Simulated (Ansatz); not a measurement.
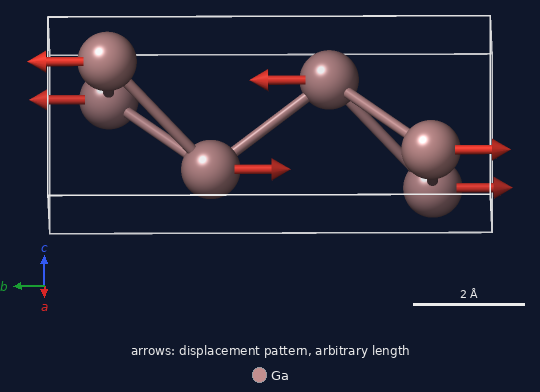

Normal modes of crystalline Ga at 1.02 times its rest volume, space group Cmcm (No. 63), at the zone centre. The optical levels lie at 45, 116, 183 cm⁻¹. One mode is drawn. The red arrows are the displacements of the atoms (eigenvector over the root of the mass), of arbitrary overall length and sign. Style: ball-and-stick. Shown: the conventional cell (2 times the calculation's cell), from a free direction. Lengths and directions refer to the drawn axes.

Method: DFT PBEsol, scalar-relativistic, plane waves, PAW (Ansatz). Set-up: plane-wave cutoff 420 eV; k-point mesh 16 × 16 × 14; occupations fermi dirac; smearing width 0.15 eV; no spin polarisation.

The frequencies depend somewhat on the k-mesh and the smearing.

**Which of these frequencies is the drawn mode's?**

The level at 183 cm⁻¹. This is the A_g mode, the highest optical level, Raman-active by symmetry. All motion is along b; atoms of one kind move against one another, with no net shift of their sublattice.
